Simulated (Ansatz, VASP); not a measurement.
## Cross-check of Cd8Te8H2O between VASP and Ansatz

Aim: how closely do two programs agree when they are given the same cell, functional and k mesh?

Method: plane waves, with VASP 6.6.1 beside it; single point at RPBE and single point at LDA, in Ansatz 0.2.0.

The database entry behind the starting cell differs from later determinations by our own check (an axis about 1.1 % short against later determinations), so it need not match the best structure at ambient conditions.

## (1) Set-up

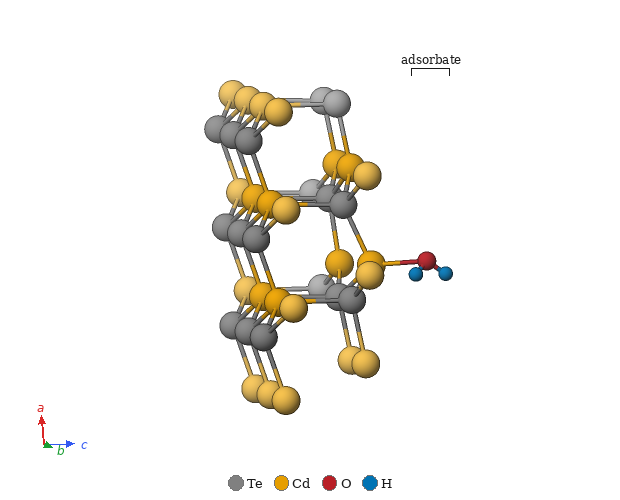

The starting structure, seen from the side, with the c axis across the page (tellurium grey, cadmium orange, oxygen red, hydrogen blue). Some periodic images of atoms are drawn too.

The cell holds 19 atoms: 8 Te, 8 Cd, 1 O and 2 H. Cell: a = 9.065 Å, b = 9.065 Å, c = 24.192 Å, α = 90.0°, β = 90.0°, γ = 120.0°. It derives from CdTe. H2O (upright) over a bridge site of the (1 1 1) slab of CdTe, cut from the database cell (so at first; earlier steps may have moved the atoms). Vacuum lies along c.

## (2) Ansatz: single point, RPBE

Ansatz runs on its default PAW (the set named soft_2) files.

With cell and atoms fixed, the geometry can't cause a difference; cores, projectors, grids and the points listed under the comparison can.

The input, input.yaml:

```yaml
crystal:
  lattice:
    - [9.0651089348, 0.0, 0.0]
    - [-4.5325544674, 7.8506146256, 0.0]
    - [0.0, 0.0, 24.1921190319]
  atoms:
    - { symbol: Te, position: [0.5, 0.0, 0.33647321] }
    - { symbol: Te, position: [0.5, 0.5, 0.33647321] }
    - { symbol: Te, position: [0.0, 0.0, 0.33647321] }
    - { symbol: Te, position: [0.0, 0.5, 0.33647321] }
    - { symbol: Te, position: [0.6606293216, 0.8257180693, 0.4994748909] }
    - { symbol: Te, position: [0.6645521802, 0.3320362514, 0.501634136] }
    - { symbol: Te, position: [0.1769646847, 0.8392208511, 0.5012345572] }
    - { symbol: Te, position: [0.1629520327, 0.3600882678, 0.5030728008] }
    - { symbol: Cd, position: [0.16666667, 0.83333333, 0.37471723] }
    - { symbol: Cd, position: [0.16666667, 0.33333333, 0.37471723] }
    - { symbol: Cd, position: [0.66666667, 0.83333333, 0.37471723] }
    - { symbol: Cd, position: [0.66666667, 0.33333333, 0.37471723] }
    - { symbol: Cd, position: [0.345555052, 0.683356884, 0.5470002196] }
    - { symbol: Cd, position: [0.3226085518, 0.181267932, 0.517797064] }
    - { symbol: Cd, position: [0.8404010951, 0.6690626113, 0.5249651861] }
    - { symbol: Cd, position: [0.827677714, 0.1582412663, 0.5276605124] }
    - { symbol: O, position: [0.3744041594, 0.8690512592, 0.6332785002] }
    - { symbol: H, position: [0.308579824, 0.9071844859, 0.610932492] }
    - { symbol: H, position: [0.3060775337, 0.8193316879, 0.6665393069] }
hamiltonian:
  xc: rpbe
  pseudopotentials: { kind: paw }
kpoints:
  mp_grid: { grid: [2, 2, 1] }
scf:
  occupations: { method: gaussian, width: 0.05 }
  n_extra_bands: 8
efield:
  axis: 3
  dipole_correction: true
  ramp_width: 0.04
output:
  forces: true
  eigenvalues: true
  write_density: true
  write_potential: true
  elf: true
  volumetric_format: npy
```

The run is started by

```bash
$ ansatz run input.yaml --threads 8 --pin off --max-ram 18432MiB --backend cpu --events-out ev --progress --plain --runs-dir out
```

Numbers of over 12 decimals in the logs are rounded to 6 here.

The program printed:

```text
scf.n_extra_bands = 8 over 148 filled bands (N_el = 296.0): the run solves 156 bands
Engine: ansatz 0.2.0, aarch64-unknown-linux-gnu
Pseudopotentials: kind: paw
Pseudopotential: Te, paw, valence charge 16, recommended cutoff 420 eV (normal), Te.paw.azcp
Pseudopotential: Cd, paw, valence charge 20, recommended cutoff 420 eV (normal), Cd.paw.azcp
Pseudopotential: O, paw, valence charge 6, recommended cutoff 420 eV (normal), O.paw.azcp
Pseudopotential: H, paw, valence charge 1, recommended cutoff 420 eV (normal), H.paw.azcp
Functional definition: RPBE
  parameter kappa = 0.804
  parameter beta = 0.066725
  exchange = rpbe_x(kappa = kappa, mu = beta*pi^2/3)
  correlation = pbe_c(beta = beta)
Crystal: 19 atoms, lattice volume = 1721.673 Å³
Basis set: ecut = 420 eV, 33621 PW (Γ), exchange–correlation on 128×128×324 points (8 copies of the dense FFT grid, shifted against one another)
Bands: 156, of which v1, the nominal top of the filled ones, is band 148 counted from 1 (147 counted from 0)
Symmetry: 1 space group operations
Space group: P1 (ITA 1), of the structure as read, at distance tolerance 1.2e-4 Å
k-points: 4
Non-local potential: Te, projectors of the file, l = 0: 2, l = 1: 2, l = 2: 2, l = 3: 2
Non-local potential: Cd, projectors of the file, l = 0: 3, l = 1: 2, l = 2: 2, l = 3: 1
Non-local potential: O, projectors of the file, l = 0: 2, l = 1: 2, l = 2: 1
Non-local potential: H, projectors of the file, l = 0: 2, l = 1: 1
PAW form: soft (Blöchl's): semilocal exchange-correlation on the pseudo side does not see the compensation charge
PAW frozen core: Te, regenerated for the run's functional, and the local potential with it (the file was generated under x = pbe(κ = 0.804, μ = 0.219515), c = pbe(β = 0.066725))
PAW frozen core: Cd, regenerated for the run's functional, and the local potential with it (the file was generated under x = pbe(κ = 0.804, μ = 0.219515), c = pbe(β = 0.066725))
PAW frozen core: O, regenerated for the run's functional, and the local potential with it (the file was generated under x = pbe(κ = 0.804, μ = 0.219515), c = pbe(β = 0.066725))
PAW one-centre angular grid: Te, 590 points (default); XC on 64 Gauss nodes
PAW one-centre angular grid: Cd, 590 points (default); XC on 64 Gauss nodes
PAW one-centre angular grid: O, 110 points (default); XC on 64 Gauss nodes
PAW one-centre angular grid: H, 110 points (default); XC on 64 Gauss nodes
Initial density: superposition of atomic densities (neutral atoms: chi_scale 0, normalization atom), corrected by the library's trained network
Initial wavefunctions: pseudopotential atomic-orbital guess
Functional: x = rpbe, c = pbe(β = 0.066725)
SCF iter   1: F=—  HF=-122617.913637 eV  |F-HF|=—  |Δ(HF+E_count)|=         —  Δρ=2.19e-3  dr2=8.34e-1  ethr=1.77e-3  p=0.830 e·Å  D=8.73e-2 V/Å  ΔV_dip=-2.11 eV  dr2_dipole=3.60e-1  V_vac-E_F(+/−)=3.05/5.16 eV  ⟨swp⟩=7.8  Hψ=2825  notcnv=0
efield: sawtooth ramp at fractional position 0.9815 (placed from the atoms, in the widest stretch of the axis that holds none; the zero of the levels goes with the place), width 0.0400; the density the first Hamiltonian is built on has a dipole p = 0.830 e·Å; the dipole correction subtracts the counter field D = 8.73e-2 V/Å, which shifts the + side's vacuum level by -2.11 eV against the − side's; the planar-averaged density in the ramp window peaks in size at 1.6e-5 e/Å³
preconditioner: auto → Resta (q_TF=auto, 2.034 Å⁻¹)  ε∞=2.6  [insulator: Δε(μ)=0.471 eV  Ē_g=8.754 eV  σ=0.050 eV  W_gap=1.00  n_scr=224 (ndim 8)  ℏωp=11.0 eV  f_vac=0.654  D(μ)=0.00/eV (n_scr^D=0)  ε∞_Penn≈2.6  vacuum switching on, ρ_ref=5.6e-3 e/Å³]
SCF iter   2: F=—  HF=-122617.956979 eV  |F-HF|=—  |Δ(HF+E_count)|=   4.33e-2  Δρ=2.62e-3  dr2=1.84e0  ethr=2.82e-4  p=1.432 e·Å  D=1.51e-1 V/Å  ΔV_dip=-3.64 eV  dr2_dipole=6.13e-1  V_vac-E_F(+/−)=1.89/5.53 eV  ⟨swp⟩=3.0  Hψ=904  notcnv=0  defer=7
preconditioner: auto → LDOS  [metal: Δε(μ)=0.001 eV  Ē_g=8.381 eV  σ=0.050 eV  W_gap=0.01  n_scr=224 (ndim 8)  ℏωp=11.0 eV  f_vac=0.653  D(μ)=11.28/eV (n_scr^D=38)  β→1.0]
SCF iter   3: F=—  HF=-122617.746103 eV  |F-HF|=—  |Δ(HF+E_count)|=   2.11e-1  Δρ=7.67e-4  dr2=6.03e-2  ethr=2.82e-4  p=1.209 e·Å  D=1.27e-1 V/Å  ΔV_dip=-3.07 eV  dr2_dipole=8.44e-3  V_vac-E_F(+/−)=2.38/5.45 eV  ⟨swp⟩=3.0  Hψ=882  notcnv=0  defer=5
SCF iter   4: F=—  HF=-122617.740446 eV  |F-HF|=—  |Δ(HF+E_count)|=   5.66e-3  Δρ=4.46e-4  dr2=8.47e-3  ethr=2.04e-5  p=1.242 e·Å  D=1.31e-1 V/Å  ΔV_dip=-3.16 eV  dr2_dipole=2.16e-3  V_vac-E_F(+/−)=2.27/5.43 eV  ⟨swp⟩=2.0  Hψ=930  notcnv=0  defer=5
SCF iter   5: F=—  HF=-122617.741381 eV  |F-HF|=—  |Δ(HF+E_count)|=   9.36e-4  Δρ=3.53e-4  dr2=3.28e-2  ethr=2.86e-6  p=1.283 e·Å  D=1.35e-1 V/Å  ΔV_dip=-3.26 eV  dr2_dipole=9.78e-3  V_vac-E_F(+/−)=2.17/5.44 eV  ⟨swp⟩=2.0  Hψ=927  notcnv=0  defer=5  recentre
SCF iter   6: F=—  HF=-122617.740926 eV  |F-HF|=—  |Δ(HF+E_count)|=   4.55e-4  Δρ=2.65e-4  dr2=1.52e-2  ethr=2.86e-6  p=1.254 e·Å  D=1.32e-1 V/Å  ΔV_dip=-3.19 eV  dr2_dipole=4.60e-3  V_vac-E_F(+/−)=2.23/5.42 eV  ⟨swp⟩=2.0  Hψ=692  notcnv=0  defer=5
SCF iter   7: F=—  HF=-122617.740112 eV  |F-HF|=—  |Δ(HF+E_count)|=   8.14e-4  Δρ=9.81e-5  dr2=2.09e-3  ethr=2.86e-6  p=1.268 e·Å  D=1.33e-1 V/Å  ΔV_dip=-3.22 eV  dr2_dipole=6.05e-4  V_vac-E_F(+/−)=2.19/5.42 eV  ⟨swp⟩=2.0  Hψ=637  notcnv=0  defer=5
SCF iter   8: F=—  HF=-122617.740080 eV  |F-HF|=—  |Δ(HF+E_count)|=   3.14e-5  Δρ=3.58e-5  dr2=8.24e-5  ethr=7.05e-7  p=1.273 e·Å  D=1.34e-1 V/Å  ΔV_dip=-3.24 eV  dr2_dipole=1.85e-5  V_vac-E_F(+/−)=2.18/5.42 eV  ⟨swp⟩=2.0  Hψ=824  notcnv=0  defer=5
SCF iter   9: F=—  HF=-122617.740690 eV  |F-HF|=—  |Δ(HF+E_count)|=   6.09e-4  Δρ=1.27e-5  dr2=2.09e-5  ethr=2.78e-8  p=1.273 e·Å  D=1.34e-1 V/Å  ΔV_dip=-3.24 eV  dr2_dipole=4.53e-6  V_vac-E_F(+/−)=2.18/5.42 eV  ⟨swp⟩=2.0  Hψ=859  notcnv=0  defer=5
SCF iter  10: F=—  HF=-122617.740689 eV  |F-HF|=—  |Δ(HF+E_count)|=   9.99e-7  Δρ=5.24e-6  dr2=1.81e-6  ethr=7.05e-9  p=1.273 e·Å  D=1.34e-1 V/Å  ΔV_dip=-3.24 eV  dr2_dipole=5.19e-9  V_vac-E_F(+/−)=2.18/5.42 eV  ⟨swp⟩=2.0  Hψ=674  notcnv=0  defer=5
SCF iter  11: F=—  HF=-122617.740689 eV  |F-HF|=—  |Δ(HF+E_count)|=   4.91e-8  Δρ=3.04e-6  dr2=6.93e-7  ethr=6.10e-10  p=1.273 e·Å  D=1.34e-1 V/Å  ΔV_dip=-3.24 eV  dr2_dipole=2.95e-8  V_vac-E_F(+/−)=2.18/5.42 eV  ⟨swp⟩=2.0  Hψ=903  notcnv=0  defer=5
SCF iter  12: F=—  HF=-122617.740689 eV  |F-HF|=—  |Δ(HF+E_count)|=   7.52e-8  Δρ=1.56e-6  dr2=1.26e-7  ethr=2.34e-10  p=1.273 e·Å  D=1.34e-1 V/Å  ΔV_dip=-3.24 eV  dr2_dipole=9.61e-11  V_vac-E_F(+/−)=2.18/5.42 eV  ⟨swp⟩=2.0  Hψ=904  notcnv=0  defer=5
SCF iter  13: F=-122617.740689 eV  HF=-122617.740689 eV  |F-HF|=1.32e-9  |Δ(HF+E_count)|=  3.20e-10  Δρ=8.90e-7  dr2=2.98e-8  ethr=3.38e-11  p=1.273 e·Å  D=1.34e-1 V/Å  ΔV_dip=-3.24 eV  dr2_dipole=2.07e-10  V_vac-E_F(+/−)=2.18/5.42 eV  ⟨swp⟩=17.2  Hψ=5498  notcnv=0
SCF 1 converged in 13 iterations: F = -122617.740689 eV  dr2 = 2.98e-8
  greatest PAW one-centre occupation: 1.000 electrons in one spin orbital (limit 2), on the Cd atom at site 13 (counted from 0), in its partial waves of l = 0
WARN: The output density's exchange-correlation potential varies sharply where the density is thin. Do not read a vacuum level from v_tot or v_xc, or from such a field of the output density. On a cell that repeats whose density bears no net charge and no dipole along the vacuum's axis use v_es (v_loc + v_h of the components); under efield.dipole_correction with no amplitude use v_es + v_field, which holds any externa [...]
SCF converged after 13 iterations
Free energy (F): -122617.740689 eV
Harris-Foulkes:  -122617.740689 eV  (|F-HF|=1.32e-9)
Internal energy: -122617.725729 eV  (E = F + TS)
E sigma→0 (E₀):  -122617.733209 eV
Entropy (-TS):   -0.014960 eV (-0.787 meV/atom)
Fermi energy:    0.294380 eV
Dipole field:    D = 0.133740 V/Å  (p = 1.272480 e·Å, saw-weighted, corrected)
Work function:   Φ+ = 2.1849 eV   Φ− = 5.4204 eV
Levels:          The Fermi level and band energies are counted from a zero that moves with the ramp; work functions are not
--- Per-component energies (eV) ---
  E_band       = -8686.869002
  E_kinetic    = 5685.257010
  E_local      = -261770.052572  (includes V_loc(G=0)·N_el)
  E_nonlocal   = -2181.908816
  E_hartree    = 129816.354974
  E_xc         = -2502.961971
  E_vxc        = -2718.988955  (∫ρ·V_xc dr)
  E_paw        = -70261.612582  (= ΣΔE_a)
  E_vpaw       = -7390.435650  (= ΣTr[D̂ρ^β])
  E_aug_tail   = -0.001427  (compensation charges beyond the density's cutoff)
  E_efield     = 0.085091  (sawtooth field / dipole correction)
  E_vefield    = 56.538094  (∫n·V_field dr)
  E_ewald      = 78598.344778
  E_core_change = -1.230213  (= ΣΔE_core)
  E_smearing   = -0.014960  (= −TS)
  E_closure    = 0.000000  (closes the sum)
  Σ components = -122617.740689   (vs F -122617.740689, Δ=0.00e0)
--- Forces (eV/Å), atoms counted from 1 ---
  atom   1  Te    -0.00357703     0.00778903    -0.08092778
  atom   2  Te    -0.00526196    -0.01639290    -0.06530504
  atom   3  Te     0.00294328     0.02562331    -0.00152175
  atom   4  Te    -0.01559305     0.02086831    -0.09019764
  atom   5  Te     0.01839204    -0.01353509     0.08619009
  atom   6  Te    -0.03397638    -0.02144340     0.11144960
  atom   7  Te     0.01058646     0.04685372     0.06226142
  atom   8  Te    -0.04777454     0.06603612     0.10670568
  atom   9  Cd     0.04299107    -0.04675520    -0.27598384
  atom  10  Cd    -0.01543283     0.05180859    -0.21546461
  atom  11  Cd    -0.04880215    -0.01391833    -0.29331788
  atom  12  Cd     0.02594663     0.00316867    -0.19587824
  atom  13  Cd     0.03804791    -0.08278765     0.14574227
  atom  14  Cd     0.01789407    -0.02933767     0.13049803
  atom  15  Cd    -0.01609359     0.02192482     0.16670008
  atom  16  Cd     0.03699971    -0.01525222     0.18524168
  atom  17  O     -0.17811167     0.00257624     0.22477591
  atom  18  H      0.13315171    -0.07170464     0.18624581
  atom  19  H      0.03766111     0.06447761    -0.18720873
  max |Σ_I F_I| component: 9.21e-6 eV/Å
--- Band table (eV) ---
  k-point 0: bands = [... 144 lower, -0.6646, -0.6238, 0.2588, 0.2598, 0.3108, 0.9085, 1.0151, 1.1340, ... 4 higher]
  k-point 1: bands = [... 144 lower, -0.5255, -0.4848, -0.3285, -0.3005, 0.8820, 1.1830, 1.2556, 1.4363, ... 4 higher]
  k-point 2: bands = [... 144 lower, -0.5084, -0.4930, -0.3226, -0.3061, 0.8491, 1.1597, 1.2743, 1.4241, ... 4 higher]
  k-point 3: bands = [... 144 lower, -0.5233, -0.4679, -0.3333, -0.2967, 0.8459, 1.1394, 1.2061, 1.4842, ... 4 higher]
```

The job ended after 31 s (8 threads of Arm Neoverse N1, shared host; peak memory 4.9 GiB; 3.9 min of CPU time).

[end of part 1 of 3]

[Lines on the potential files, build, host, timing and source positions are cut from VASP's logs without a mark.]

[Logs are printed without paths, hosts, clocks, repeated set-up lines and the standing remarks that a program may print on its own settings, such as how far it seeks lower states.]

[Hosts, paths, dates, database ids (printed as entryN), source tags and the programs' standing remarks are cut or masked in the printed files.]
